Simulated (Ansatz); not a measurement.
**Pt8Se15: nudged elastic band (part 2 of 4)**

The same run, continued: Pt8Se15 (defect cell, 23 atoms in the cell); DFT with PBE, PAW plane waves, no spin polarisation (Ansatz 0.2.0); cutoff 420 eV, 2×2×2 k-mesh, cold smearing of 0.15 eV. The structure derives from an entry of the Crystallography Open Database.

Geometry of the input (Å; fractional positions):
```
7.5302  -0.0000  0.0000
-3.7651  6.5213  0.0000
0.0000  0.0000  10.1632
Se 0.1646  0.3295  0.1251
Se 0.3311  0.1675  0.3717
Pt 0.0011  -0.0041  -0.0018
Se 0.3293  0.1688  0.8717
Pt -0.0007  -0.0008  0.5006
Se 0.1690  0.8319  0.1268
Se 0.3331  0.6639  0.3738
Pt -0.0044  0.4976  0.0024
Se 0.1633  0.8289  0.6314
Se 0.3315  0.6655  0.8713
Pt -0.0032  0.4999  0.4994
Se 0.6737  0.3401  0.1247
Se 0.8336  0.1640  0.3747
Pt 0.4971  0.0017  0.0020
Se 0.6651  0.3328  0.6265
Se 0.8345  0.1684  0.8735
Pt 0.5060  -0.0002  0.4954
Se 0.6680  0.8359  0.1311
Se 0.8321  0.6671  0.3737
Pt 0.5030  0.5059  0.0021
Se 0.6679  0.8338  0.6273
Se 0.8389  0.6680  0.8732
Pt 0.4999  0.4977  0.5030
```

What the program printed, continued:
```
NEB image 5
SCF 29 converged in 10 iterations: F = -182227.534091 eV  dr2 = 9.53e-8
NEB iter   3: max|band force component| = 1.839e-1 eV/Å  barrier→ = 1.5764 eV  barrier← = 1.5764 eV  CI = image 3  Δτ_max = 0.0352 Å  (50 SCF iters)
NEB image 1
SCF 30 converged in 10 iterations: F = -182227.527732 eV  dr2 = 8.02e-8
NEB image 2
SCF 31 converged in 9 iterations: F = -182226.907479 eV  dr2 = 9.08e-8
NEB image 3
SCF 32 converged in 10 iterations: F = -182226.351771 eV  dr2 = 5.40e-9
NEB image 4
SCF 33 converged in 9 iterations: F = -182226.907399 eV  dr2 = 9.08e-8
NEB image 5
SCF 34 converged in 10 iterations: F = -182227.527610 eV  dr2 = 8.31e-8
NEB iter   4: max|band force component| = 1.005e-1 eV/Å  barrier→ = 1.5572 eV  barrier← = 1.5571 eV  CI = image 3  Δτ_max = 0.0324 Å  (48 SCF iters)
NEB image 1
SCF 35 converged in 10 iterations: F = -182227.522667 eV  dr2 = 4.30e-8
NEB image 2
SCF 36 converged in 9 iterations: F = -182226.914425 eV  dr2 = 2.49e-8
NEB image 3
SCF 37 converged in 8 iterations: F = -182226.360664 eV  dr2 = 7.02e-8
NEB image 4
SCF 38 converged in 9 iterations: F = -182226.914404 eV  dr2 = 2.55e-8
NEB image 5
SCF 39 converged in 10 iterations: F = -182227.522715 eV  dr2 = 4.30e-8
NEB iter   5: max|band force component| = 5.490e-2 eV/Å  barrier→ = 1.5483 eV  barrier← = 1.5483 eV  CI = image 3  Δτ_max = 0.0260 Å  (46 SCF iters)
NEB image 1
preconditioner: auto → LDOS  [metal: Δε(μ)=0.066 eV  Ē_g=9.740 eV  σ=0.150 eV  W_gap=0.32  n_scr=134 (ndim 8)  ℏωp=21.7 eV  f_vac=0.058  D(μ)=8.24/eV (n_scr^D=40)  β→1.0]
SCF 40 converged in 9 iterations: F = -182227.518076 eV  dr2 = 7.52e-8
NEB image 2
preconditioner: auto → LDOS  [metal: Δε(μ)=0.122 eV  Ē_g=9.698 eV  σ=0.150 eV  W_gap=0.46  n_scr=134 (ndim 8)  ℏωp=21.7 eV  f_vac=0.053  D(μ)=8.22/eV (n_scr^D=40)  β→1.0]
SCF 41 converged in 9 iterations: F = -182226.916534 eV  dr2 = 2.98e-8
NEB image 3
preconditioner: auto → LDOS  [metal: Δε(μ)=0.093 eV  Ē_g=9.641 eV  σ=0.150 eV  W_gap=0.44  n_scr=134 (ndim 8)  ℏωp=21.7 eV  f_vac=0.052  D(μ)=3.99/eV (n_scr^D=20)  β→1.0]
SCF 42 converged in 8 iterations: F = -182226.362939 eV  dr2 = 2.43e-8
NEB image 4
SCF 43 converged in 9 iterations: F = -182226.916556 eV  dr2 = 2.99e-8
NEB image 5
iter 1 solved again at ethr=1.33e-6 eV; its pass at ethr=3.10e-3 eV (dr2=5.11e-3 eV) is discarded
SCF iter   1: F=—  HF=-182227.518709 eV  |F-HF|=—  |Δ(HF+E_count)|=         —  Δρ=1.08e-3  dr2=5.11e-3  ethr=1.33e-6  ⟨swp⟩=2.0  Hψ=5805  notcnv=0
SCF iter   2: F=—  HF=-182227.518196 eV  |F-HF|=—  |Δ(HF+E_count)|=   5.13e-4  S|Δr|=    0.00e0  Δρ=3.43e-4  dr2=7.07e-4  ethr=1.33e-6  ⟨swp⟩=2.0  Hψ=3130  notcnv=0
SCF iter   3: F=—  HF=-182227.518145 eV  |F-HF|=—  |Δ(HF+E_count)|=   5.07e-5  S|Δr|=    0.00e0  Δρ=2.03e-4  dr2=5.49e-4  ethr=1.84e-7  ⟨swp⟩=2.0  Hψ=3141  notcnv=0
SCF iter   4: F=—  HF=-182227.518064 eV  |F-HF|=—  |Δ(HF+E_count)|=   8.16e-5  S|Δr|=    0.00e0  Δρ=1.02e-4  dr2=1.00e-4  ethr=1.43e-7  ⟨swp⟩=2.0  Hψ=2328  notcnv=0
SCF iter   5: F=—  HF=-182227.518065 eV  |F-HF|=—  |Δ(HF+E_count)|=   1.31e-6  S|Δr|=    0.00e0  Δρ=5.33e-5  dr2=2.37e-5  ethr=2.61e-8  ⟨swp⟩=2.0  Hψ=3297  notcnv=0
SCF iter   6: F=—  HF=-182227.518180 eV  |F-HF|=—  |Δ(HF+E_count)|=   1.15e-4  S|Δr|=    0.00e0  Δρ=2.07e-5  dr2=4.16e-6  ethr=6.18e-9  ⟨swp⟩=2.0  Hψ=2147  notcnv=0
SCF iter   7: F=—  HF=-182227.518179 eV  |F-HF|=—  |Δ(HF+E_count)|=   2.78e-7  S|Δr|=    0.00e0  Δρ=9.04e-6  dr2=1.02e-6  ethr=1.08e-9  ⟨swp⟩=2.0  Hψ=2100  notcnv=0
SCF iter   8: F=—  HF=-182227.518179 eV  |F-HF|=—  |Δ(HF+E_count)|=   1.01e-7  S|Δr|=    0.00e0  Δρ=5.16e-6  dr2=3.04e-7  ethr=2.64e-10  ⟨swp⟩=2.0  Hψ=1880  notcnv=0
SCF iter   9: F=-182227.518179 eV  HF=-182227.518179 eV  |F-HF|=6.20e-8  |Δ(HF+E_count)|=   3.96e-8  S|Δr|=    0.00e0  Δρ=2.70e-6  dr2=7.46e-8  ethr=2.60e-11  ⟨swp⟩=4.0  Hψ=5364  notcnv=0
SCF 44 converged in 9 iterations: F = -182227.518179 eV  dr2 = 7.46e-8
NEB image 1
NSCF: frozen V_eff on 8 k-points
NEB image 2
NSCF: frozen V_eff on 8 k-points
NEB image 4
NSCF: frozen V_eff on 8 k-points
NEB image 5
NSCF: frozen V_eff on 8 k-points
NEB image 3
NSCF: frozen V_eff on 8 k-points
the band table was solved once a step of the walk had ended and its energy, with any forces and stress, was formed, with the checks that follow a solve (5444 applications of the Hamiltonian). They found nothing against the state; the energy, forces and stress were not computed again (output.eigenvalues in the input reference)
NEB iter   6: max|band force component| = 3.502e-2 eV/Å  barrier→ = 1.5460 eV  barrier← = 1.5460 eV  CI = image 3  Δτ_max = 0.0000 Å  (44 SCF iters)
```

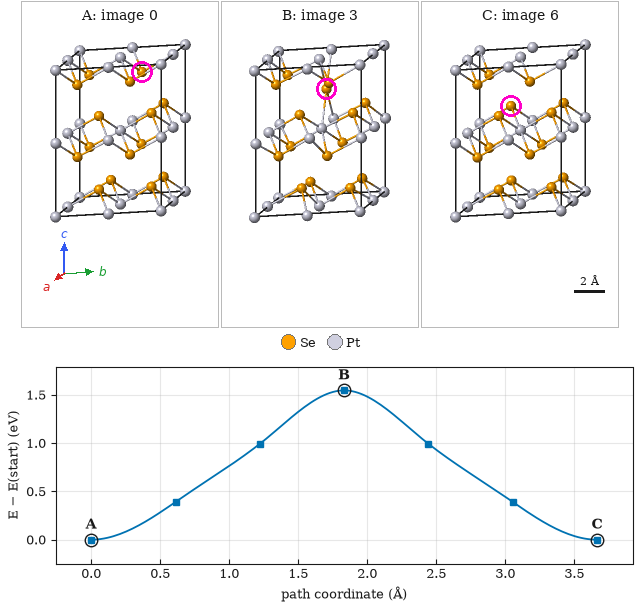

Fig. 1: Images of the last band (counted from 0; ball-and-stick, simulation cell, seen slightly off an axis), with the moving atom and its periodic copies ringed, above the energy along the path; the line is a cubic interpolation that uses the forces. The highest image is number 3, 1.546 eV above the start and 1.546 eV above the end (the climbing image); start and end have the same energy. The path is 3.66 Å long, and Se10 moves most (3.27 Å). The band converged in 6 iterations.

```
SCF converged after 8 iterations
Stability not checked: this state was not tested for a lower state beside it, because cold or Methfessel-Paxton smearing, or corrected tetrahedra, fill the levels in a way that the test cannot read (fill_not_monotonic; see scf.lower_state_search)
Free energy (F): -182226.362939 eV
Harris-Foulkes:  -182226.362939 eV  (|F-HF|=3.96e-9)
Internal energy: -182226.377568 eV  (E = F + TS)
E sigma→0 (E₀):  -182226.367815 eV
Entropy (-TS):   0.014630 eV (0.636 meV/atom)
Fermi energy:    11.700618 eV
Step filling:    the computed levels leave a gap of 0.0000 eV = 0.0 smearing widths at the electron count; against every level under it full and every level over it empty, smearing changes F+E_penalty+E_count by -7.609 meV and its σ→0 estimate by -12.486 meV
--- Per-component energies (eV) ---
  E_band       = -7745.162713
  E_kinetic    = 6859.894538
  E_local      = -53745.238028  (includes V_loc(G=0)·N_el)
  E_nonlocal   = -7318.430524
  E_hartree    = 24699.090806
  E_xc         = -3649.417020
  E_vxc        = -3885.110690  (∫ρ·V_xc dr)
  E_paw        = -104317.063161  (= ΣΔE_a)
  E_vpaw       = 945.548905  (= ΣTr[D̂ρ^β])
  E_aug_tail   = -0.007418  (compensation charges beyond the density's cutoff)
  E_ewald      = -44755.206761
  E_smearing   = 0.014630  (= −TS)
  E_closure    = 0.000000  (closes the sum)
  Σ components = -182226.362939   (vs F -182226.362939, Δ=0.00e0)
--- Forces (eV/Å), atoms counted from 1 ---
  atom   1  Se    -0.00001306    -0.00471133     0.00902143
  atom   2  Se     0.00106536     0.00064479    -0.00366458
  atom   3  Pt    -0.00000309     0.00358142     0.00108861
  atom   4  Se     0.00421125     0.00959360    -0.00128608
  atom   5  Pt     0.00002264    -0.01501093     0.00936577
  atom   6  Se    -0.00120752    -0.00053638     0.00363939
  atom   7  Se    -0.00000518     0.00449205    -0.00903187
  atom   8  Pt     0.00153603    -0.00393510    -0.00411467
  atom   9  Se    -0.00408869    -0.00954623     0.00142349
  atom  10  Se     0.00009799     0.00017862    -0.00009095
  atom  11  Pt     0.00175524     0.00387572     0.00400153
  atom  12  Se    -0.00001021     0.00168712     0.00498921
  atom  13  Se    -0.00106687     0.00065763    -0.00367422
  atom  14  Pt     0.00000651     0.01505782    -0.00964682
  atom  15  Se     0.00001194     0.01728674     0.00335125
  atom  16  Se    -0.00424474     0.00956556    -0.00125150
  atom  17  Pt    -0.00002407    -0.00360355    -0.00082468
  atom  18  Se     0.00120617    -0.00052441     0.00363868
  atom  19  Se    -0.00001531    -0.00172832    -0.00511912
  atom  20  Pt    -0.00155120    -0.00392829    -0.00417854
  atom  21  Se     0.00407411    -0.00954473     0.00144390
  atom  22  Se     0.00001473    -0.01742967    -0.00316541
  atom  23  Pt    -0.00177189     0.00387817     0.00408484
  max |Σ_I F_I| component: 3.49e-7 eV/Å
--- Band table (eV; the first three rows and the last of 8) ---
  k-point 0: bands = ["-87.2527", "-87.2527", "-87.1296", "-87.1296", "-87.1295", "-87.1294", "-86.4923", "-86.4922", "-41.5192", "-41.5192", "-41.5077", "-41.5076", "-41.4434", "-41.4434", "-41.4406", "-41.4405", "-41.3818", "-41.3818", "-41.3672", "-41.3672", "-41.3662", "-41.3661", "-41.2461", "-41.2460", "-41.2440", "-41.2440", "-40.9156", "-40.9155", "-40.8393", "-40.8393", "-40.4573", "-40.4573", "-37.0701", "-37.0693", "-37.0685", "-37.0681", "-37.0433", "-37.0381", "-37.0249", "-37.0243",
      "-37.0199", "-37.0191", "-36.6136", "-36.6100", "-36.6082", "-36.6078", "-36.6058", "-36.6048", "-36.6019", "-36.6018", "-36.5988", "-36.5987", "-36.5420", "-36.5418", "-36.5392", "-36.5391", "-36.5269", "-36.5268", "-36.5121", "-36.5118", "-36.5095", "-36.5094", "-36.4942", "-36.4939", "-36.4937", "-36.4934", "-36.4916", "-36.4915", "-36.4915", "-36.4913", "-36.4749", "-36.4746", "-36.4740", "-36.4736", "-36.4701", "-36.4698", "-36.4692", "-36.4689", "-36.4658", "-36.4656",
      "-36.4652", "-36.4650", "-36.3677", "-36.3676", "-36.3674", "-36.3673", "-36.3653", "-36.3652", "-36.3652", "-36.3651", "-36.3361", "-36.3359", "-36.3356", "-36.3354", "-36.3327", "-36.3325", "-36.3324", "-36.3323", "-36.3224", "-36.3223", "-36.3223", "-36.3222", "-35.9228", "-35.9122", "-35.8295", "-35.7620", "-35.7467", "-3.2827", "-2.6400", "-2.1615", "-1.8022", "-1.7768", "-1.7481", "-1.6745", "-1.5761", "-1.5134", "-1.4871", "-1.4681", "-1.3753", "-1.3058",
      "-0.8439", "-0.3649", "4.7667", "4.8155", "5.0071", "5.0357", "5.2091", "5.3471", "5.3608", "6.0436", "6.1279", "6.1541", "6.1861", "6.3123", "6.4065", "6.4107", "6.5379", "6.5526", "6.8757", "6.9211", "6.9398", "6.9732", "7.0936", "7.3029", "7.3158", "7.3311", "7.3546", "7.6102", "7.7536", "8.2275", "8.2286", "8.2394", "8.3569", "8.4217", "8.4257", "8.5145", "8.6455", "8.6792", "8.6998", "8.7216",
      "8.7787", "8.8021", "8.8268", "8.8590", "8.9001", "8.9127", "8.9343", "8.9651", "9.0288", "9.0503", "9.0984", "9.1062", "9.1214", "9.1260", "9.1855", "9.4410", "9.5073", "9.6150", "9.6275", "9.7018", "9.8057", "9.8185", "9.9224", "10.0531", "10.1849", "10.4869", "10.5420", "10.6658", "11.1133", "11.2001", "11.3682", "11.9836", "11.9837", "12.0515", "12.4831", "12.5885", "12.9130", "13.0158", "13.0236", "13.2648",
      "13.3934", "13.5662", "13.7379", "14.2055", "14.2574", "14.3813", "14.3937", "15.2684", "15.9775", "16.1406", "16.1517", "16.4601", "16.5585", "16.6552", "16.8039", "16.8764", "16.9920", "16.9976", "17.6059", "17.6655", "17.8309", "18.0692", "18.2933", "18.9415", "18.9669", "19.0226", "19.0736", "19.2683", "19.2946", "19.3964", "19.4263"]
  k-point 1: bands = ["-87.2527", "-87.2527", "-87.1296", "-87.1296", "-87.1295", "-87.1294", "-86.4922", "-86.4922", "-41.5192", "-41.5191", "-41.5077", "-41.5076", "-41.4434", "-41.4434", "-41.4406", "-41.4405", "-41.3818", "-41.3818", "-41.3672", "-41.3672", "-41.3662", "-41.3661", "-41.2461", "-41.2460", "-41.2440", "-41.2440", "-40.9156", "-40.9155", "-40.8393", "-40.8393", "-40.4573", "-40.4573", "-37.0701", "-37.0693", "-37.0685", "-37.0681", "-37.0433", "-37.0381", "-37.0249", "-37.0243",
      "-37.0199", "-37.0191", "-36.6136", "-36.6100", "-36.6082", "-36.6078", "-36.6058", "-36.6048", "-36.6019", "-36.6018", "-36.5988", "-36.5987", "-36.5420", "-36.5418", "-36.5392", "-36.5391", "-36.5269", "-36.5268", "-36.5121", "-36.5118", "-36.5095", "-36.5094", "-36.4942", "-36.4939", "-36.4937", "-36.4934", "-36.4916", "-36.4915", "-36.4915", "-36.4913", "-36.4749", "-36.4746", "-36.4740", "-36.4736", "-36.4701", "-36.4698", "-36.4692", "-36.4689", "-36.4658", "-36.4656",
      "-36.4652", "-36.4650", "-36.3677", "-36.3676", "-36.3674", "-36.3673", "-36.3653", "-36.3652", "-36.3652", "-36.3651", "-36.3361", "-36.3359", "-36.3356", "-36.3354", "-36.3327", "-36.3325", "-36.3324", "-36.3323", "-36.3224", "-36.3223", "-36.3223", "-36.3222", "-35.9228", "-35.9122", "-35.8295", "-35.7620", "-35.7467", "-3.0811", "-3.0327", "-2.0009", "-1.8038", "-1.7683", "-1.7040", "-1.6123", "-1.5529", "-1.4662", "-1.4250", "-1.3776", "-1.3753", "-1.3491",
      "-1.1263", "-0.3719", "4.8430", "4.8939", "5.0267", "5.1019", "5.1412", "5.2400", "5.8526", "6.0402", "6.0587", "6.1404", "6.1620", "6.2008", "6.4006", "6.4038", "6.4229", "6.5802", "6.6319", "6.7324", "6.7734", "6.9032", "6.9872", "7.0881", "7.1390", "7.6123", "7.6150", "7.6327", "7.8303", "8.1103", "8.2235", "8.2296", "8.3056", "8.3973", "8.4403", "8.5839", "8.6097", "8.7493", "8.8066", "8.8100",
      "8.8372", "8.8406", "8.8421", "8.8646", "8.8955", "8.9197", "8.9701", "8.9836", "9.0363", "9.0411", "9.0525", "9.1074", "9.2187", "9.3289", "9.4668", "9.4880", "9.5552", "9.5859", "9.7832", "9.8312", "9.9029", "9.9107", "9.9270", "9.9844", "9.9907", "10.1591", "10.3038", "10.5992", "10.7873", "11.0341", "11.4620", "11.8595", "11.8834", "11.9045", "12.5089", "12.9451", "12.9840", "13.3633", "13.5375", "13.5531",
      "13.6795", "13.6874", "13.7098", "13.9412", "14.0794", "14.1083", "14.2131", "15.4525", "15.7235", "16.0543", "16.0756", "16.0959", "16.1418", "16.4148", "16.4228", "16.5494", "17.0798", "17.0842", "17.2548", "17.2891", "17.5175", "17.8881", "18.2131", "18.5388", "19.0277", "19.1673", "19.3788", "19.4426", "20.0047", "20.1814", "20.2656"]
```
